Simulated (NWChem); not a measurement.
# C4H10O (tert-butanol): levels of theory compared

Wanted: a comparison of 5 runs (HF/STO-3G, HF/3-21G, B3LYP/6-31G*, M06-2X/6-31G*) of C4H10O (tert-butanol). 

Program for the calculation: NWChem 7.3.0.

2 further runs of the same task are left out: 2 set aside as unsound or not needed.

**1. Starting point**

The species is C4H10O (15 atoms), meant as a singlet with charge 0. SMILES: `CC(C)(C)O`. Geometry: relaxed at PBE0-D4/def2-TZVP. This is one conformer, not always the lowest.

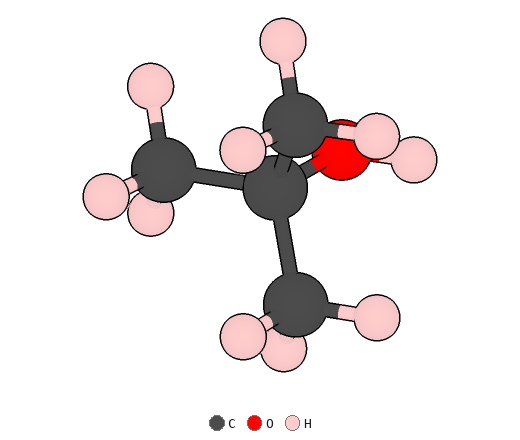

Viewed from a chosen angle; carbon dark grey, oxygen red, hydrogen pink.

**2. Energy and forces at HF/STO-3G (run 1)**

Input file c4h10o.xyz:

```xyz
15
C4H10O gradient
C     -1.254380     0.485460     0.515850
C      0.134150     0.198260    -0.039330
C      1.035780    -0.375180     1.037960
C      0.052220    -0.744500    -1.232350
O      0.755610     1.419980    -0.434420
H     -1.189120     1.187530     1.349430
H     -1.895670     0.925380    -0.254460
H     -1.737860    -0.429160     0.867740
H      1.114270     0.322200     1.874210
H      2.037640    -0.545880     0.639260
H      0.641020    -1.323090     1.409060
H     -0.380770    -1.706820    -0.948470
H      1.048330    -0.918860    -1.643920
H     -0.575280    -0.317090    -2.020820
H      0.214050     1.821750    -1.119730
```

Input file run.py:

```python
from ase.io import read
from ase.calculators.nwchem import NWChem

molecule = read('c4h10o.xyz')

calc = NWChem(
    label='c4h10o',
    theory='scf',
    memory='2200 mb',
    basis='STO-3G',
    basispar='spherical bse',
    scf={'nopen': '0', 'rhf': None, 'thresh': '1e-08', 'maxiter': '80'},
)
molecule.calc = calc

forces = molecule.get_forces()
print(f"energy = {molecule.get_potential_energy():.6f} eV")
print("forces (eV/A):")
for s, f in zip(molecule.symbols, forces):
    print(f"{s:2s} {f[0]:10.5f} {f[1]:10.5f} {f[2]:10.5f}")
print("dipole (e A):", molecule.get_dipole_moment().round(4))
```

Started as:

```
$ export ASE_NWCHEM_COMMAND="nwchem PREFIX.nwi > PREFIX.nwo"
$ python run.py
```

The log of the run:

```text
energy = -6239.431390 eV
forces (eV/A):
C    -1.57208    0.20219    0.52872
C    -0.06248    0.72058   -0.55335
C     0.92246   -0.62149    1.12594
C    -0.22744   -1.06212   -1.26843
O     1.98227    0.13257    1.38382
H    -0.05101   -0.19566   -0.21613
H     0.22590   -0.12408    0.26889
H     0.18116    0.27917   -0.07796
H    -0.01275   -0.20625   -0.20960
H    -0.26421    0.03013    0.12650
H     0.12892    0.25562   -0.08289
H     0.16887    0.29115   -0.06155
H    -0.28102    0.02072    0.09133
H     0.23443   -0.13277    0.25608
H    -1.37292    0.41030   -1.31131
dipole (e A): [-0.2495 -0.1231 -0.0992]
```

The calculator wrote c4h10o.nwi:

```
title "c4h10o"

permanent_dir c4h10o

scratch_dir c4h10o

start c4h10o

geometry units angstrom nocenter noautosym noautoz
  C  -1.2543800000000001e+00 4.8546000000000000e-01 5.1585000000000003e-01
  C  1.3414999999999999e-01 1.9825999999999999e-01 -3.9329999999999997e-02
  C  1.0357799999999999e+00 -3.7518000000000001e-01 1.0379600000000000e+00
  C  5.2220000000000003e-02 -7.4450000000000005e-01 -1.2323500000000001e+00
  O  7.5561000000000000e-01 1.4199800000000000e+00 -4.3441999999999997e-01
  H  -1.1891200000000000e+00 1.1875300000000000e+00 1.3494299999999999e+00
  H  -1.8956700000000000e+00 9.2537999999999998e-01 -2.5446000000000002e-01
  H  -1.7378600000000000e+00 -4.2915999999999999e-01 8.6773999999999996e-01
  H  1.1142700000000001e+00 3.2219999999999999e-01 1.8742099999999999e+00
  H  2.0376400000000001e+00 -5.4588000000000003e-01 6.3926000000000005e-01
  H  6.4102000000000003e-01 -1.3230900000000001e+00 1.4090600000000000e+00
  H  -3.8077000000000000e-01 -1.7068200000000000e+00 -9.4847000000000004e-01
  H  1.0483300000000000e+00 -9.1886000000000001e-01 -1.6439200000000000e+00
  H  -5.7528000000000001e-01 -3.1708999999999998e-01 -2.0208200000000001e+00
  H  2.1404999999999999e-01 1.8217500000000000e+00 -1.1197299999999999e+00
end

memory 2200 mb

basis spherical bse noprint
   * library STO-3G
end

scf
  nopen 0
  rhf
  thresh 1e-08
  maxiter 80
end

task scf gradient
```

c4h10o.nwo:

```text
Northwest Computational Chemistry Package (NWChem) 7.3.0
             --------------------------------------------------------

           Job information
           ---------------

    nwchem branch   = 7.3.0
    use scalapack   = T
    input           = c4h10o.nwi
    prefix          = c4h10o.
    data base       = c4h10o/c4h10o.db
    status          = startup
    nproc           =        1

           Memory information
           ------------------

[... 5 lines left out ...]
    hardfail = no
[... 146 lines left out ...]
         Quadratically convergent ROHF
[... 14 lines left out ...]
       Final RHF  results
[... 4 lines left out ...]
      Two-electron energy =    280.184535315409
[... 40 lines left out ...]
                       ROHF Final Molecular Orbital Analysis
[... 248 lines left out ...]
                 ----------------------------------------
                 |  Time  |  1-e(secs)   |  2-e(secs)   |
                 ----------------------------------------
                 |  CPU   |       0.00   |       0.23   |
                 ----------------------------------------
                 |  WALL  |       0.00   |       0.23   |
                 ----------------------------------------

 Task  times  cpu:        2.9s     wall:        2.9s
 Total times  cpu:        2.9s     wall:        2.9s
```

It took 3.9 s on 1 thread of Intel Xeon 6975P-C (Granite Rapids), shared host; peak memory 0.099 GiB.

**3. Energy and forces at HF/3-21G (run 2)**

Input file run.py:

```python
from ase import Atoms
from ase.calculators.nwchem import NWChem

atoms = Atoms(['C', 'C', 'C', 'C', 'O', 'H', 'H', 'H', 'H', 'H', 'H', 'H', 'H', 'H', 'H'], positions=[
    [-1.254380, 0.485460, 0.515850],
    [0.134150, 0.198260, -0.039330],
    [1.035780, -0.375180, 1.037960],
    [0.052220, -0.744500, -1.232350],
    [0.755610, 1.419980, -0.434420],
    [-1.189120, 1.187530, 1.349430],
    [-1.895670, 0.925380, -0.254460],
    [-1.737860, -0.429160, 0.867740],
    [1.114270, 0.322200, 1.874210],
    [2.037640, -0.545880, 0.639260],
    [0.641020, -1.323090, 1.409060],
    [-0.380770, -1.706820, -0.948470],
    [1.048330, -0.918860, -1.643920],
    [-0.575280, -0.317090, -2.020820],
    [0.214050, 1.821750, -1.119730],
])

calc = NWChem(
    label='calc',
    theory='scf',
    memory='2200 mb',
    basis='3-21G',
    basispar='spherical bse',
    scf={'nopen': '0', 'rhf': None, 'thresh': '1e-08', 'maxiter': '80'},
)
atoms.calc = calc

forces = atoms.get_forces()
print("Total energy (eV):", round(atoms.get_potential_energy(), 6))
print("forces (eV/A):")
for s, f in zip(atoms.symbols, forces):
    print(f"{s:2s} {f[0]:10.5f} {f[1]:10.5f} {f[2]:10.5f}")
print("dipole (e A):", atoms.get_dipole_moment().round(4))
```

Started as:

```
$ export ASE_NWCHEM_COMMAND="nwchem PREFIX.nwi > PREFIX.nwo"
$ python run.py
```

The log of the run:

```text
Total energy (eV): -6282.357526
forces (eV/A):
C    -0.67085    0.05636    0.28801
C    -0.14259   -0.58477    0.30349
C     0.39076   -0.32674    0.52142
C    -0.06680   -0.51129   -0.51895
O     0.32730    0.52420   -0.12352
H     0.01028   -0.17442   -0.25973
H     0.16522   -0.09055    0.19525
H     0.17849    0.25922   -0.11349
H    -0.01769   -0.16172   -0.28246
H    -0.29681    0.10058    0.09040
H     0.09364    0.24945   -0.10490
H     0.13159    0.30365   -0.05070
H    -0.27393    0.09313    0.12017
H     0.17077   -0.09600    0.18728
H     0.00067    0.35887   -0.25233
dipole (e A): [-0.3229 -0.1546 -0.1317]
```

The calculator wrote calc.nwi:

```
title "calc"

permanent_dir calc

scratch_dir calc

start calc

geometry units angstrom nocenter noautosym noautoz
  C  -1.2543800000000001e+00 4.8546000000000000e-01 5.1585000000000003e-01
  C  1.3414999999999999e-01 1.9825999999999999e-01 -3.9329999999999997e-02
  C  1.0357799999999999e+00 -3.7518000000000001e-01 1.0379600000000000e+00
  C  5.2220000000000003e-02 -7.4450000000000005e-01 -1.2323500000000001e+00
  O  7.5561000000000000e-01 1.4199800000000000e+00 -4.3441999999999997e-01
  H  -1.1891200000000000e+00 1.1875300000000000e+00 1.3494299999999999e+00
  H  -1.8956700000000000e+00 9.2537999999999998e-01 -2.5446000000000002e-01
  H  -1.7378600000000000e+00 -4.2915999999999999e-01 8.6773999999999996e-01
  H  1.1142700000000001e+00 3.2219999999999999e-01 1.8742099999999999e+00
  H  2.0376400000000001e+00 -5.4588000000000003e-01 6.3926000000000005e-01
  H  6.4102000000000003e-01 -1.3230900000000001e+00 1.4090600000000000e+00
  H  -3.8077000000000000e-01 -1.7068200000000000e+00 -9.4847000000000004e-01
  H  1.0483300000000000e+00 -9.1886000000000001e-01 -1.6439200000000000e+00
  H  -5.7528000000000001e-01 -3.1708999999999998e-01 -2.0208200000000001e+00
  H  2.1404999999999999e-01 1.8217500000000000e+00 -1.1197299999999999e+00
end

memory 2200 mb

basis spherical bse noprint
   * library 3-21G
end

scf
  nopen 0
  rhf
  thresh 1e-08
  maxiter 80
end

task scf gradient
```

calc.nwo:

```text
Northwest Computational Chemistry Package (NWChem) 7.3.0
             --------------------------------------------------------

           Job information
           ---------------

    nwchem branch   = 7.3.0
    use scalapack   = T
    input           = calc.nwi
    prefix          = calc.
    data base       = calc/calc.db
    status          = startup
    nproc           =        1

           Memory information
           ------------------

[... 5 lines left out ...]
    hardfail = no
[... 146 lines left out ...]
         Quadratically convergent ROHF
[... 15 lines left out ...]
       Final RHF  results
[... 4 lines left out ...]
      Two-electron energy =    278.891312384811
[... 40 lines left out ...]
                       ROHF Final Molecular Orbital Analysis
[... 273 lines left out ...]
                 ----------------------------------------
                 |  Time  |  1-e(secs)   |  2-e(secs)   |
                 ----------------------------------------
                 |  CPU   |       0.00   |       0.45   |
                 ----------------------------------------
                 |  WALL  |       0.00   |       0.45   |
                 ----------------------------------------

 Task  times  cpu:        3.7s     wall:        3.7s
 Total times  cpu:        3.8s     wall:        3.8s
```

Wall time 4.8 s (1 thread of Intel Xeon 6975P-C (Granite Rapids), shared host); peak memory 0.097 GiB.

Run 3 isn't shown in full; the table further down has it.

**4. Energy and gradient at M06-2X/6-31G(d) (spherical functions) (run 4)**

Input file run.xyz:

```xyz
15
C4H10O
C     -1.254380     0.485460     0.515850
C      0.134150     0.198260    -0.039330
C      1.035780    -0.375180     1.037960
C      0.052220    -0.744500    -1.232350
O      0.755610     1.419980    -0.434420
H     -1.189120     1.187530     1.349430
H     -1.895670     0.925380    -0.254460
H     -1.737860    -0.429160     0.867740
H      1.114270     0.322200     1.874210
H      2.037640    -0.545880     0.639260
H      0.641020    -1.323090     1.409060
H     -0.380770    -1.706820    -0.948470
H      1.048330    -0.918860    -1.643920
H     -0.575280    -0.317090    -2.020820
H      0.214050     1.821750    -1.119730
```

Input file run.nw:

```
start run
title "C4H10O"
memory total 2200 mb

geometry noautosym nocenter noautoz
  load format xyz run.xyz
end

basis spherical bse
  C library 6-31G*
  O library 6-31G*
  H library 6-31G*
end

dft
  xc m06-2x
  grid fine
  convergence energy 1e-08
  maxiter 100
  mulliken
  print medium
end

task dft gradient
```

Started as:

```
$ nwchem run.nw > run.out
```

The log of the run:

```text
[...]
          Wavefunction type:  closed shell.
          No. of atoms     :    15
          No. of electrons :    42
[...]
          Charge           :     0
          Spin multiplicity:     1
[...]
          AO basis - number of functions:    90
[...]
              XC Information
              --------------
                       M06-2X Method XC Functional
                     Hartree-Fock (Exact) Exchange  0.540
                        M06-2X Exchange Functional  1.000
                      M06-2X Correlation Potential  1.000
[...]
 d= 0,ls=0.0,diis     1   -233.4780955390 -4.34D+02  8.77D-03  5.47D-01     3.2
[...]
 d= 0,ls=0.0,diis     8   -233.5479749692 -4.02D-09  2.28D-06  8.35D-08    23.3
         Total DFT energy =     -233.547974969193
      One electron energy =     -712.285407228423
           Coulomb energy =      312.445728106869
    Exchange-Corr. energy =      -33.984626339723
 Nuclear repulsion energy =      200.276330492084
[...]
      Total Density - Mulliken Population Analysis
     ---------------------------------------------
    Atom       Charge   Shell Charges
 -----------   ------   -------------------------------------------------------
    1 C    6     6.48   2.00  0.66  2.11  0.64  1.04  0.03
    2 C    6     5.73   2.00  0.66  1.99  0.45  0.57  0.07
    3 C    6     6.47   2.00  0.66  2.12  0.64  1.02  0.03
    4 C    6     6.48   2.00  0.66  2.11  0.64  1.04  0.03
    5 O    8     8.67   2.00  0.89  2.90  0.99  1.85  0.03
    6 H    1     0.83   0.52  0.31
    7 H    1     0.86   0.52  0.34
    8 H    1     0.85   0.52  0.32
    9 H    1     0.83   0.52  0.31
   10 H    1     0.83   0.52  0.31
[...]
  wavefunction    = closed shell
[...]
```

Run time: 31 s. Hardware: 1 thread of Intel Xeon 6975P-C (Granite Rapids), shared host; peak memory 0.12 GiB.

**5. Energy and gradient at B3LYP/6-31G(d) (Cartesian functions) (run 5)**

Input file work.nw:

```
start work
title "C4H10O"
memory total 2200 mb

geometry units angstrom noautosym nocenter noautoz
  C     -1.254380     0.485460     0.515850
  C      0.134150     0.198260    -0.039330
  C      1.035780    -0.375180     1.037960
  C      0.052220    -0.744500    -1.232350
  O      0.755610     1.419980    -0.434420
  H     -1.189120     1.187530     1.349430
  H     -1.895670     0.925380    -0.254460
  H     -1.737860    -0.429160     0.867740
  H      1.114270     0.322200     1.874210
  H      2.037640    -0.545880     0.639260
  H      0.641020    -1.323090     1.409060
  H     -0.380770    -1.706820    -0.948470
  H      1.048330    -0.918860    -1.643920
  H     -0.575280    -0.317090    -2.020820
  H      0.214050     1.821750    -1.119730
end

basis
  * library 6-31G*
end

dft
  xc b3lyp
  grid fine
  convergence energy 1e-08
  iterations 100
  mulliken
  print medium
end

task dft gradient
```

Started as:

```
$ nwchem work.nw > work.out
```

The log of the run:

```text
[...]
          Wavefunction type:  closed shell.
          No. of atoms     :    15
          No. of electrons :    42
[...]
          Charge           :     0
          Spin multiplicity:     1
[...]
          AO basis - number of functions:    95
[...]
              XC Information
              --------------
                         B3LYP Method XC Potential
                     Hartree-Fock (Exact) Exchange  0.200
                        Slater Exchange Functional  0.800 local
                    Becke 1988 Exchange Functional  0.720 non-local
              Lee-Yang-Parr Correlation Functional  0.810
                  VWN I RPA Correlation Functional  0.190 local
[...]
 d= 0,ls=0.0,diis     1   -233.5896764639 -4.34D+02  1.18D-02  8.00D-01     2.9
[...]
 d= 0,ls=0.0,diis    10   -233.6703585634 -2.81D-10  1.11D-07  2.68D-10    23.9
         Total DFT energy =     -233.670358563358
      One electron energy =     -712.463933685775
           Coulomb energy =      312.606457181568
    Exchange-Corr. energy =      -34.089212551235
 Nuclear repulsion energy =      200.276330492084
[...]
      Total Density - Mulliken Population Analysis
     ---------------------------------------------
    Atom       Charge   Shell Charges
 -----------   ------   -------------------------------------------------------
    1 C    6     6.45   1.99  0.68  2.14  0.63  0.98  0.03
    2 C    6     5.70   1.99  0.70  2.01  0.45  0.51  0.04
    3 C    6     6.44   1.99  0.68  2.14  0.63  0.97  0.03
    4 C    6     6.45   1.99  0.68  2.14  0.63  0.98  0.03
    5 O    8     8.63   1.99  0.90  2.93  1.00  1.79  0.02
    6 H    1     0.85   0.53  0.32
    7 H    1     0.87   0.53  0.34
    8 H    1     0.86   0.53  0.33
    9 H    1     0.85   0.53  0.32
   10 H    1     0.85   0.53  0.32
[...]
  wavefunction    = closed shell
[...]
```

Wall time 29 s (1 thread of Intel Xeon 6975P-C (Granite Rapids), shared host); peak memory 0.13 GiB.

**6. All runs side by side**

```csv
run,level,iteration cap,module,energy (Eh),dipole moment (D),HOMO energy (eV),LUMO energy (eV),wall time
1,HF/STO-3G,80,scf,-229.294876,1.42,-9.24,14.64,3.9 s
2,HF/3-21G,80,scf,-230.872383,1.83,-11.35,6.43,4.8 s
3,B3LYP/6-31G* (spherical functions),100,dft,-233.666139,1.48,-7.05,1.84,28 s
4,M06-2X/6-31G* (spherical functions),100,dft,-233.547975,1.54,-9.02,2.94,31 s
5,B3LYP/6-31G* (Cartesian functions),100,dft,-233.670359,1.49,-7.06,1.82,29 s
```

**7. Summary of results**

| quantity | value |
| --- | --- |
| run 5: total energy | -233.67036 Eh |
| run 5: dipole moment | 1.49 D |
| run 5: HOMO energy | -7.06 eV |
| run 5: LUMO energy | 1.82 eV |
| run 5: HOMO–LUMO gap | 8.88 eV |
| run 5: largest force on an atom | 0.581 eV/Å |

What this shows: The dipole moment (its size) runs from 1.42 D (HF/STO-3G) to 1.83 D (HF/3-21G). The HOMO–LUMO gap runs from 8.88 eV (B3LYP/6-31G*) to 23.88 eV (HF/STO-3G). The two ends differ in method and basis. Totals of different functionals can't be ranked against each other. In run 1 the basis is minimal, so the values are rough. All runs together took 96 s, the longest 31 s.
